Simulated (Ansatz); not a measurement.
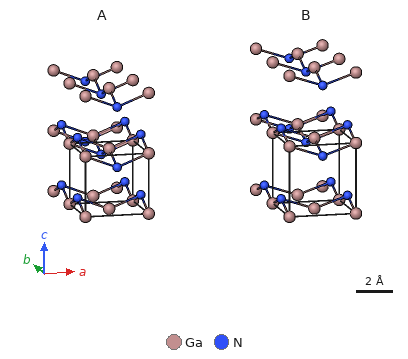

Two geometries of a crystal of GaN (a generated structure, set up in P4/nmm) (coarse preliminary run), drawn at one scale. One is the start of a relaxation, the other its converged end. A ball-and-stick model of the cell of the calculation, repeated 1 × 2 × 2 with one cell outlined, seen slightly off an axis.

These are results of DFT PBE+D3(BJ), scalar-relativistic, plane waves, PAW in Ansatz, not measurements. Set-up: plane-wave cutoff 420 eV; k-point mesh 4 × 4 × 4; occupations gaussian; smearing width 0.1 eV; no spin polarisation; cell and atoms relaxed; force threshold 0.04 eV/Å; at most 70 steps.

> Which one is relaxed?

Structure A is the relaxed one. The largest moves relative to the cell, 0.16 Å, are those of N atoms. Ga stays in place. The volume changes by −22.4 %, with a = b 3.908 → 3.720 Å (−4.8 %), c 4.105 → 3.514 Å (−14.4 %). Near-neighbour distances that change, for instance: Ga–N 2.062 → 1.996 Å. Bond angles that change, for instance: N–Ga–N 142.8° → 137.5°, Ga–N–Ga 142.8° → 137.5°. The space group stays P4/nmm (No. 129). Over 6 accepted moves (8 points after the start) the energy falls by 0.404 eV per cell of the calculation. Largest force component: 0.54 eV/Å at the start, 0.0024 eV/Å at the end. The pressure goes from −12.21 to 0.03 GPa. The SCF was repeated twice at an unchanged geometry on a basis and grid sized afresh for the cell, which shifted the energy by 13.0 meV per cell of the calculation at most.
